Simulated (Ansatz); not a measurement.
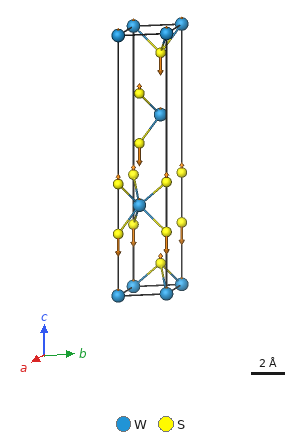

One vibrational mode of a crystal of WS₂ relaxed at 18 GPa at the zone centre. Displacements are drawn as orange arrows; their common scale and sign are arbitrary. Style: ball-and-stick. Shown: the conventional cell (3 times the calculation's cell), slightly off an axis. Lengths and directions refer to the drawn axes.

These are results of Ansatz 0.2.0, DFT PBEsol, scalar-relativistic, plane waves, PAW, not measurements. Set-up: plane-wave cutoff 420 eV; k-point mesh 12 × 12 × 12; occupations gaussian; smearing width 0.01 eV; target pressure 18 GPa; no spin polarisation.

Frequencies are those without the non-analytic (LO–TO) term.

Question: Describe the mode and give its frequency.

Answer: This is the A₁ mode at 469 cm⁻¹, the highest optical level, infrared- and Raman-active by symmetry. All motion is along c; the kinetic energy is shared as S 93 %, W 7 %.

Limits of the set-up: layers or molecules are held without a dispersion correction, so their spacing is unreliable.
